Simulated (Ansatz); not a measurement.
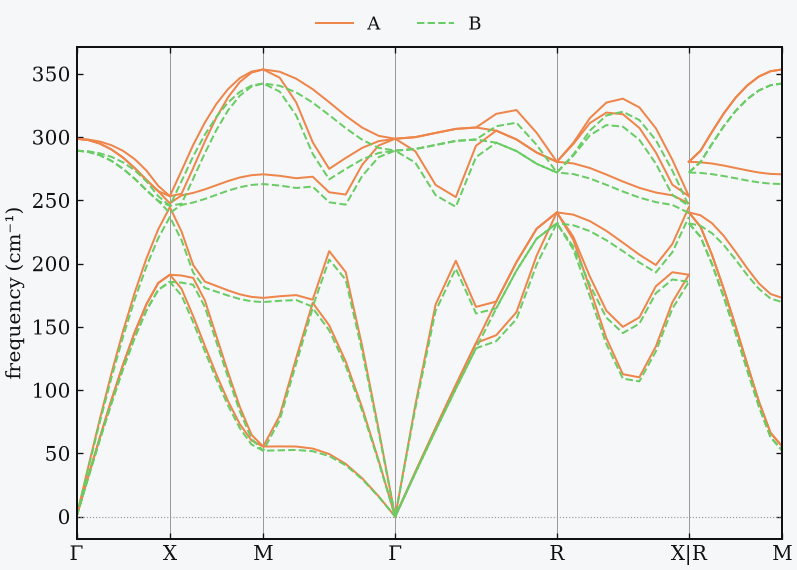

The figure compares two calculations of the phonon dispersion along Γ–X–M–Γ–R–X|R–M. The first is for ScAl, space group Pm-3m (No. 221).

Cell as given: a = 3.348 Å, b = 3.348 Å, c = 3.348 Å, α = 90.00°, β = 90.00°, γ = 90.00°; 2 atoms.

Calculation (Ansatz 0.2.0): harmonic phonon frequencies at points of high symmetry, interpolated from the force constants of a q mesh with the long-range term in polar insulators, imaginary frequencies are negative; plane waves with PAW datasets, Γ-centred k mesh. Level: PBEsol, no spin polarisation.

- wave cutoff: 420 eV
- k mesh: 12×12×12
- occupations: Fermi–Dirac
- smearing width: 0.15 eV
- pressure: 0 GPa
- phonon method: linear response
- q mesh: 2×2×2

In the second, the cell is compressed by 2.0 % in volume, to 18.39 Å³/atom.

Which of A and B is the second calculation, and what did the change do?

Answer. A. The highest frequency on the path rises from 342.4 to 353.5 cm⁻¹ (+3.2 %) and the lowest frequency at R rises from 231.9 to 240.5 cm⁻¹ (+3.7 %). The shift of the highest frequency on the path amounts to a Grüneisen parameter of 1.58.

For both, limits of the calculation: metal sensitive to the k mesh; the branches are interpolated from a coarse 2×2×2 mesh of wave vectors.
